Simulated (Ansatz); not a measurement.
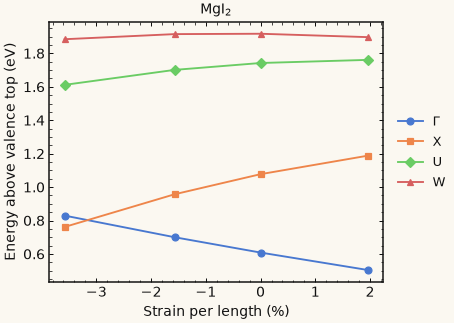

Lowest conduction level at each named k point, counted from the valence-band top at X. The names follow the standardised cell of this lattice; in reduced coordinates of the cell that was run, X is (0.5, 0, 0.5), U is (0.625, 0.25, 0.625) and W is (0.5, 0.25, 0.75).

System: fluorite-type MgI₂, space group Fm-3m, 3 atoms in the primitive cell, relaxed with r2SCAN; unstrained, cubic a = 7.511 Å. All lengths are scaled by the strain listed; symmetry fixes the atoms. Points keep the names and reduced coordinates of the unstrained primitive cell. Method: PBE, Ansatz PAW set, no spin polarisation, no spin-orbit coupling, 6×6×6 k mesh, 420 eV cutoff, Fermi-Dirac smearing of 0.02 eV (Ansatz 0.2.0).

How does each level move from −3.58 % to +1.96 %?

Answer. Γ falls by 0.33 eV, X rises by 0.43 eV, U rises by 0.15 eV and W stays within 0.03 eV.

Does the lowest of these conduction levels change place?

Answer. Going by straight lines between the points, the lowest is the one at X up to about −3.2 % and the one at Γ beyond. With the valence top at X, the lowest of these transitions turns from direct to indirect near −3.2 %.

How fast do the levels move with strain?

Answer. Straight lines through the points have slopes of −59 at Γ, +77 at X, +27 at U and +2 at W (meV for each 1 % of strain).

The values:
| strain | Γ (eV) | X (eV) | U (eV) | W (eV) |
| --- | --- | --- | --- | --- |
| −3.58 % | 0.83 | 0.76 | 1.61 | 1.88 |
| −1.57 % | 0.70 | 0.96 | 1.70 | 1.92 |
| 0 % | 0.61 | 1.08 | 1.74 | 1.92 |
| +1.96 % | 0.50 | 1.19 | 1.76 | 1.90 |

Spin-orbit coupling is left out, which matters for I. LDA, GGA and most meta-GGA functionals understate gaps. The cell was built by a generator and needn't be a form met in nature. The usual form of MgI2 is the layered CdI2 type.
